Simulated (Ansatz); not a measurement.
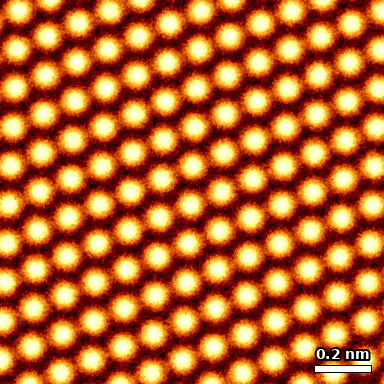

HAADF-like image of Si. The image is simulated as a sum over atoms of Z^1.6, blurred by a 0.76 Å probe (no channelling). The probe carries 25 % of its weight in a tail 2.5 times as wide. The display is stretched by a gamma of 0.65; percentages refer to the linear signal. Shot noise was added.

Q: Give the net of the columns and its spacings.

A: The pattern repeats on a centred rectangular net of 1.2 × 2.6 Å.

Q: Which plane group does this projection have?

A: c2mm: perpendicular mirror lines on a centred net, with further twofold points between them.

Q: How many columns does the smallest repeating cell hold, and how many levels of brightness?

A: 1 column in the primitive cell of 1.6 Å², all of one brightness.

The crystal is Si (P6/mmm, No. 191) seen along [201]. Structure: the end point of a relaxation with Ansatz, DFT, PBEsol, plane waves (420 eV) with PAW, scalar-relativistic; the starting structure was generated, so it need not be a known form of this composition.
